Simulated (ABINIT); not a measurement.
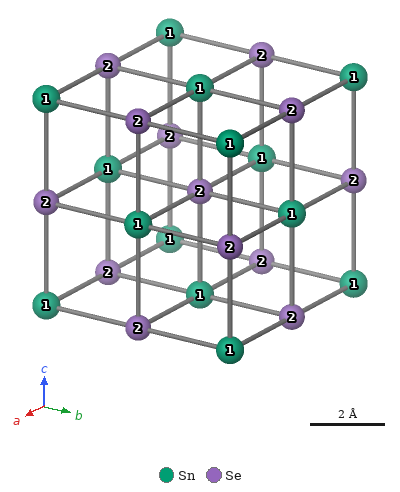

Figure 1. The input geometry (ball-and-stick view of the cell 4 times as large as that of the calculation, set on its symmetry axes, seen at an oblique angle; atoms are numbered from 1 in the order of the input). An atom can appear more than once, as a periodic image.

Geometry relaxation of SnSe (part 1 of 3)

- system: SnSe (Fm-3m, 2 atoms in the cell)
- method: Kohn-Sham DFT of a periodic cell, LDA, PseudoDojo NC SR LDA v0.4.1 standard, no spin polarisation (ABINIT 10.8.3)

The structure derives from an entry of the Crystallography Open Database.

### Input file
```
# Pseudopotentials
pp_dirpath "./"
pseudos "Sn.upf, Se.upf"

# Structure
acell 4.2567828227 4.2567828227 4.2567828227 Angstrom
rprim
     0.0000000000     0.7071067812     0.7071067812
     0.7071067812     0.0000000000     0.7071067812
     0.7071067812     0.7071067812     0.0000000000
ntypat 2
znucl 50 34
natom 2
typat 1 2
chkprim 0
chksymtnons 0
tolsym 1.0e-6
xred
            0.0            0.0            0.0
            1/2            1/2            1/2

# Plane-wave basis
ecut 43.0
ecutsm 0.5

# k points
kptopt 1
ngkpt 6 6 6
nshiftk 1
shiftk 0.0 0.0 0.0

# Exchange and correlation
ixc 7

# Bands and occupations
nband 19
occopt 3
tsmear 0.00183747

# SCF cycle
nstep 80
tolvrs 1.0e-12

# Output
iomode 3
prteig 0
prtebands 0
prtwf 0
prtden 0

# Relaxation
ionmov 2
optcell 2
ntime 50
tolmxf 2.0e-5
dilatmx 1.08
```

Machine: 4 threads of Arm Neoverse V1, 24 GiB of memory available, shared host.

Run as:
```bash
mpirun --bind-to none -np 4 abinit run.abi > log 2>&1
```

### Output
```
.Version 10.8.3 of ABINIT
 Symmetries : space group Fm -3 m (#225); Bravais cF (face-center cubic)
================================================================================
 Values of the parameters that define the memory need of the present run
     intxc =       0    ionmov =       2      iscf =       7    lmnmax =       6
     lnmax =       6     mgfft =      54  mpssoang =       3    mqgrid =    3001
     natom =       2  nloc_mem =       1    nspden =       1   nspinor =       1
    nsppol =       1      nsym =      48    n1xccc =    2501    ntypat =       2
    occopt =       3   xclevel =       1
       mpw =        6253          nfft =      157464          nkpt =          16
================================================================================
================================================================================

--------------------------------------------------------------------------------
------------- Echo of variables that govern the present computation ------------
--------------------------------------------------------------------------------
 -outvars: echo values of preprocessed input variables --------
            acell      8.0441537124E+00  8.0441537124E+00  8.0441537124E+00 Bohr
              amu      1.18710000E+02  7.89600000E+01
          chkprim           0
      chksymtnons           0
          dilatmx      1.08000000E+00
             ecut      4.30000000E+01 Hartree
           ecutsm      5.00000000E-01 Hartree
           ionmov           2
              ixc           7
         kptrlatt        6    0    0      0    6    0      0    0    6
          kptrlen      4.82649223E+01
            natom           2
            nband          19
            ngfft          54      54      54
             nkpt          16
            nstep          80
             nsym          48
            ntime          50
           ntypat           2
           occopt           3
          optcell           2
           prtden           0
        prtebands           0
           prteig           0
            prtwf           0
            rprim      0.0000000000E+00  7.0710678120E-01  7.0710678120E-01
                       7.0710678120E-01  0.0000000000E+00  7.0710678120E-01
                       7.0710678120E-01  7.0710678120E-01  0.0000000000E+00
          spgroup         225
           tolmxf      2.00000000E-05
           tolsym      1.00000000E-06
           tolvrs      1.00000000E-12
           tsmear      1.83747000E-03 Hartree
            typat      1  2
           xangst      0.0000000000E+00  0.0000000000E+00  0.0000000000E+00
                       3.0100000000E+00  3.0100000000E+00  3.0100000000E+00
            xcart      0.0000000000E+00  0.0000000000E+00  0.0000000000E+00
                       5.6880756390E+00  5.6880756390E+00  5.6880756390E+00
             xred      0.0000000000E+00  0.0000000000E+00  0.0000000000E+00
                       5.0000000000E-01  5.0000000000E-01  5.0000000000E-01
            znucl       50.00000   34.00000

================================================================================

 chkinp: Checking input parameters for consistency.

================================================================================
== DATASET  1 ==================================================================

--- !DatasetInfo
iteration_state: {dtset: 1, }
dimensions: {natom: 2, nkpt: 16, mband: 19, nsppol: 1, nspinor: 1, nspden: 1, mpw: 6253, }
cutoff_energies: {ecut:  43.0, pawecutdg:  -1.0, }
electrons: {nelect:   3.00000000E+01, charge:   0.00000000E+00, occopt:   3.00000000E+00, tsmear:   1.83747000E-03, }
meta: {optdriver: 0, ionmov: 2, optcell: 2, iscf: 7, paral_kgb: 0, }
...

 Exchange-correlation functional for the present dataset will be:
  LDA: Perdew-Wang 92 LSD fit to Ceperley-Alder data - ixc=7
  J.P.Perdew and Y.Wang, PRB 45, 13244 (1992)

 Real(R)+Recip(G) space primitive vectors, cartesian coordinates (Bohr,Bohr^-1):
 R(1)=  0.0000000  5.6880756  5.6880756  G(1)= -0.0879032  0.0879032  0.0879032
 R(2)=  5.6880756  0.0000000  5.6880756  G(2)=  0.0879032 -0.0879032  0.0879032
 R(3)=  5.6880756  5.6880756  0.0000000  G(3)=  0.0879032  0.0879032 -0.0879032
 Unit cell volume ucvol=  3.6806632E+02 bohr^3
 Angles (23,13,12)=  6.00000000E+01  6.00000000E+01  6.00000000E+01 degrees

 getcut: wavevector=  0.0000  0.0000  0.0000  ngfft=  54  54  54
         ecut(hartree)=     50.155   => boxcut(ratio)=   2.10639

--- Pseudopotential description ------------------------------------------------
- pspini: atom type   1  psp file is ./Sn.upf
  50.00000  14.00000  180309                  znucl, zion, pspdat
12 -1012 2 -1 1608                            pspcod,pspxc,lmax,lloc,mmax
     nproj     2     2     2

- pspini: atom type   2  psp file is ./Se.upf
  34.00000  16.00000  180309                  znucl, zion, pspdat
12 -1012 2 -1 1198                            pspcod,pspxc,lmax,lloc,mmax
     nproj     2     2     2

   1.82573548E+03                                ecore*ucvol(ha*bohr**3)
--------------------------------------------------------------------------------

================================================================================

=== [ionmov= 2] Broyden-Fletcher-Goldfarb-Shanno method (forces)
================================================================================

--- Iteration: ( 1/50) Internal Cycle: (1/1)
--------------------------------------------------------------------------------

---SELF-CONSISTENT-FIELD CONVERGENCE--------------------------------------------

--- !BeginCycle
iteration_state: {dtset: 1, itime: 1, icycle: 1, }
solver: {iscf: 7, nstep: 80, nline: 4, wfoptalg: 0, }
tolerances: {tolvrs: 1.00E-12, }
...

     iter   Etot(hartree)      deltaE(h)  residm     vres2
 ETOT  1  -198.97545258094    -1.990E+02 9.864E-01 1.164E+02
 ETOT  2  -199.78937092837    -8.139E-01 4.045E-02 2.090E+01
 ETOT  3  -199.79166199260    -2.291E-03 1.888E-03 5.359E-01
 ETOT  4  -199.79170339909    -4.141E-05 1.141E-03 6.730E-02
 ETOT  5  -199.79171066985    -7.271E-06 7.395E-04 9.443E-03
 ETOT  6  -199.79171141997    -7.501E-07 4.762E-04 3.363E-04
 ETOT  7  -199.79171145056    -3.059E-08 2.547E-04 3.175E-05
 ETOT  8  -199.79171145350    -2.942E-09 1.476E-04 8.542E-07
 ETOT  9  -199.79171145360    -9.990E-11 9.242E-05 5.729E-10
 ETOT 10  -199.79171145358     1.896E-11 4.183E-05 1.304E-12
 ETOT 11  -199.79171145359    -1.268E-11 5.497E-05 2.822E-14

 At SCF step   11       vres2   =  2.82E-14 < tolvrs=  1.00E-12 =>converged.

 Cartesian components of stress tensor (hartree/bohr^3)
  sigma(1 1)=  1.24765225E-04  sigma(3 2)=  0.00000000E+00
  sigma(2 2)=  1.24765225E-04  sigma(3 1)=  0.00000000E+00
  sigma(3 3)=  1.24765225E-04  sigma(2 1)=  0.00000000E+00

--- !ResultsGS
iteration_state: {dtset: 1, itime: 1, icycle: 1, }
comment   : Summary of ground state results
lattice_vectors:
- [  0.0000000,   5.6880756,   5.6880756, ]
- [  5.6880756,   0.0000000,   5.6880756, ]
- [  5.6880756,   5.6880756,   0.0000000, ]
lattice_lengths: [   8.04415,    8.04415,    8.04415, ]
lattice_angles: [ 60.000,  60.000,  60.000, ] # degrees, (23, 13, 12)
lattice_volume:   3.6806632E+02
convergence: {deltae: -1.268E-11, res2:  2.822E-14, residm:  5.497E-05, diffor: null, }
etotal    :  -1.99791711E+02
entropy   :   0.00000000E+00
fermie    :   1.77726569E-01
cartesian_stress_tensor: # hartree/bohr^3
- [  1.24765225E-04,   0.00000000E+00,   0.00000000E+00, ]
- [  0.00000000E+00,   1.24765225E-04,   0.00000000E+00, ]
- [  0.00000000E+00,   0.00000000E+00,   1.24765225E-04, ]
pressure_GPa:  -3.6707E+00
xred      :
- [  0.0000E+00,   0.0000E+00,   0.0000E+00, Sn]
- [  5.0000E-01,   5.0000E-01,   5.0000E-01, Se]
cartesian_forces: # hartree/bohr
- [ -0.00000000E+00,  -0.00000000E+00,  -0.00000000E+00, ]
- [ -0.00000000E+00,  -0.00000000E+00,  -0.00000000E+00, ]
force_length_stats: {min:   0.00000000E+00, max:   0.00000000E+00, mean:   0.00000000E+00, }
...

 Integrated electronic density in atomic spheres:
 ------------------------------------------------
 Atom  Sphere_radius  Integrated_density
    1        2.00000         10.53611356
    2        2.00000         13.21009104

---OUTPUT-----------------------------------------------------------------------

 Cartesian coordinates (xcart) [bohr]
  0.00000000000000E+00  0.00000000000000E+00  0.00000000000000E+00
  5.68807563903316E+00  5.68807563903316E+00  5.68807563903316E+00
 Reduced coordinates (xred)
  0.00000000000000E+00  0.00000000000000E+00  0.00000000000000E+00
  5.00000000000000E-01  5.00000000000000E-01  5.00000000000000E-01
 Cartesian forces (fcart) [Ha/bohr]; max,rms= 0.00000E+00 0.00000E+00 (free atoms)
 -0.00000000000000E+00 -0.00000000000000E+00 -0.00000000000000E+00
 -0.00000000000000E+00 -0.00000000000000E+00 -0.00000000000000E+00
 Gradient of E wrt nuclear positions in reduced coordinates (gred)
  0.00000000000000E+00  0.00000000000000E+00  0.00000000000000E+00
  0.00000000000000E+00  0.00000000000000E+00  0.00000000000000E+00
 Scale of Primitive Cell (acell) [bohr]
  8.04415371237167E+00  8.04415371237167E+00  8.04415371237167E+00
 Real space primitive translations (rprimd) [bohr]
  0.00000000000000E+00  5.68807563903316E+00  5.68807563903316E+00
  5.68807563903316E+00  0.00000000000000E+00  5.68807563903316E+00
  5.68807563903316E+00  5.68807563903316E+00  0.00000000000000E+00
 Unitary Cell Volume (ucvol) [Bohr^3]=  3.68066324593214E+02
 Angles (23,13,12)= [degrees]
  6.00000000000000E+01  6.00000000000000E+01  6.00000000000000E+01
 Lengths [Bohr]
  8.04415371252470E+00  8.04415371252470E+00  8.04415371252470E+00
 Stress tensor in cartesian coordinates (strten) [Ha/bohr^3]
  1.24765225130233E-04  0.00000000000000E+00  0.00000000000000E+00
  0.00000000000000E+00  1.24765225130233E-04  0.00000000000000E+00
  0.00000000000000E+00  0.00000000000000E+00  1.24765225130241E-04
 Total energy (etotal) [Ha]= -1.99791711453594E+02

--- Iteration: ( 2/50) Internal Cycle: (1/1)
--------------------------------------------------------------------------------

---SELF-CONSISTENT-FIELD CONVERGENCE--------------------------------------------

--- !BeginCycle
iteration_state: {dtset: 1, itime: 2, icycle: 1, }
solver: {iscf: 7, nstep: 80, nline: 4, wfoptalg: 0, }
tolerances: {tolvrs: 1.00E-12, }
...

     iter   Etot(hartree)      deltaE(h)  residm     vres2
 ETOT  1  -199.78567338214    -1.998E+02 1.880E-04 8.777E+01
 ETOT  2  -199.79063427890    -4.961E-03 6.830E-05 2.332E+01
 ETOT  3  -199.79217939387    -1.545E-03 3.485E-05 2.436E-01
 ETOT  4  -199.79218930068    -9.907E-06 1.142E-05 1.033E-02
 ETOT  5  -199.79218973110    -4.304E-07 1.544E-06 5.568E-04
 ETOT  6  -199.79218977661    -4.550E-08 4.152E-06 2.437E-06
 ETOT  7  -199.79218977670    -9.308E-11 6.487E-07 1.909E-08
 ETOT  8  -199.79218977670    -4.235E-12 2.223E-06 1.962E-10
 ETOT  9  -199.79218977670     1.705E-13 3.225E-07 5.963E-12
 ETOT 10  -199.79218977671    -5.798E-12 1.168E-06 2.587E-14

 At SCF step   10       vres2   =  2.59E-14 < tolvrs=  1.00E-12 =>converged.

 Cartesian components of stress tensor (hartree/bohr^3)
  sigma(1 1)=  1.07356457E-04  sigma(3 2)=  0.00000000E+00
  sigma(2 2)=  1.07356457E-04  sigma(3 1)=  0.00000000E+00
  sigma(3 3)=  1.07356457E-04  sigma(2 1)=  0.00000000E+00

--- !ResultsGS
iteration_state: {dtset: 1, itime: 2, icycle: 1, }
comment   : Summary of ground state results
lattice_vectors:
- [  0.0000000,   5.6667854,   5.6667854, ]
- [  5.6667854,   0.0000000,   5.6667854, ]
- [  5.6667854,   5.6667854,   0.0000000, ]
lattice_lengths: [   8.01404,    8.01404,    8.01404, ]
lattice_angles: [ 60.000,  60.000,  60.000, ] # degrees, (23, 13, 12)
lattice_volume:   3.6394881E+02
convergence: {deltae: -5.798E-12, res2:  2.587E-14, residm:  1.168E-06, diffor: null, }
etotal    :  -1.99792190E+02
entropy   :   0.00000000E+00
fermie    :   1.82662800E-01
cartesian_stress_tensor: # hartree/bohr^3
- [  1.07356457E-04,   0.00000000E+00,   0.00000000E+00, ]
- [  0.00000000E+00,   1.07356457E-04,   0.00000000E+00, ]
- [  0.00000000E+00,   0.00000000E+00,   1.07356457E-04, ]
pressure_GPa:  -3.1585E+00
xred      :
- [  0.0000E+00,   0.0000E+00,   0.0000E+00, Sn]
- [  5.0000E-01,   5.0000E-01,   5.0000E-01, Se]
cartesian_forces: # hartree/bohr
- [ -0.00000000E+00,  -0.00000000E+00,  -0.00000000E+00, ]
- [ -0.00000000E+00,  -0.00000000E+00,  -0.00000000E+00, ]
force_length_stats: {min:   0.00000000E+00, max:   0.00000000E+00, mean:   0.00000000E+00, }
...

 Integrated electronic density in atomic spheres:
 ------------------------------------------------
 Atom  Sphere_radius  Integrated_density
    1        2.00000         10.54554531
    2        2.00000         13.22167488

---OUTPUT-----------------------------------------------------------------------

 Cartesian coordinates (xcart) [bohr]
  0.00000000000000E+00  0.00000000000000E+00  0.00000000000000E+00
  5.66678541790330E+00  5.66678541790331E+00  5.66678541790331E+00
 Reduced coordinates (xred)
  0.00000000000000E+00  0.00000000000000E+00  0.00000000000000E+00
  5.00000000000000E-01  5.00000000000000E-01  5.00000000000000E-01
 Cartesian forces (fcart) [Ha/bohr]; max,rms= 0.00000E+00 0.00000E+00 (free atoms)
 -0.00000000000000E+00 -0.00000000000000E+00 -0.00000000000000E+00
 -0.00000000000000E+00 -0.00000000000000E+00 -0.00000000000000E+00
 Gradient of E wrt nuclear positions in reduced coordinates (gred)
  0.00000000000000E+00  0.00000000000000E+00  0.00000000000000E+00
  0.00000000000000E+00  0.00000000000000E+00  0.00000000000000E+00
 Scale of Primitive Cell (acell) [bohr]
  8.01404479305695E+00  8.01404479305693E+00  8.01404479305693E+00
 Real space primitive translations (rprimd) [bohr]
  0.00000000000000E+00  5.66678541790331E+00  5.66678541790331E+00
  5.66678541790330E+00  0.00000000000000E+00  5.66678541790330E+00
  5.66678541790330E+00  5.66678541790330E+00  0.00000000000000E+00
 Unitary Cell Volume (ucvol) [Bohr^3]=  3.63948805810318E+02
 Angles (23,13,12)= [degrees]
  6.00000000000000E+01  6.00000000000000E+01  6.00000000000000E+01
 Lengths [Bohr]
  8.01404479305695E+00  8.01404479305693E+00  8.01404479305693E+00
 Stress tensor in cartesian coordinates (strten) [Ha/bohr^3]
  1.07356456515625E-04  0.00000000000000E+00  0.00000000000000E+00
  0.00000000000000E+00  1.07356456515589E-04  0.00000000000000E+00
  0.00000000000000E+00  0.00000000000000E+00  1.07356456515587E-04
 Total energy (etotal) [Ha]= -1.99792189776708E+02

 Difference of energy with previous step (new-old):
           Absolute (Ha)=-4.78323E-04
           Relative     =-2.39411E-06

--- Iteration: ( 3/50) Internal Cycle: (1/1)
--------------------------------------------------------------------------------

---SELF-CONSISTENT-FIELD CONVERGENCE--------------------------------------------

--- !BeginCycle
iteration_state: {dtset: 1, itime: 3, icycle: 1, }
solver: {iscf: 7, nstep: 80, nline: 4, wfoptalg: 0, }
tolerances: {tolvrs: 1.00E-12, }
...

     iter   Etot(hartree)      deltaE(h)  residm     vres2
 ETOT  1  -199.60627889162    -1.996E+02 9.730E-04 2.629E+03
 ETOT  2  -199.75395948084    -1.477E-01 1.546E-05 6.163E+02
 ETOT  3  -199.79300834922    -3.905E-02 1.043E-03 7.180E+00
 ETOT  4  -199.79334105090    -3.327E-04 1.219E-05 2.606E-01
 ETOT  5  -199.79335102560    -9.975E-06 7.647E-07 1.488E-02
 ETOT  6  -199.79335225628    -1.231E-06 1.077E-07 1.277E-04
 ETOT  7  -199.79335226248    -6.200E-09 5.538E-08 1.007E-06
 ETOT  8  -199.79335226254    -6.034E-11 7.866E-08 6.106E-09
 ETOT  9  -199.79335226256    -1.549E-11 3.434E-08 7.435E-11
 ETOT 10  -199.79335226257    -7.446E-12 4.941E-08 9.495E-13

 At SCF step   10       vres2   =  9.50E-13 < tolvrs=  1.00E-12 =>converged.

 Cartesian components of stress tensor (hartree/bohr^3)
  sigma(1 1)= -1.30606194E-05  sigma(3 2)=  0.00000000E+00
  sigma(2 2)= -1.30606194E-05  sigma(3 1)=  0.00000000E+00
  sigma(3 3)= -1.30606194E-05  sigma(2 1)=  0.00000000E+00
```
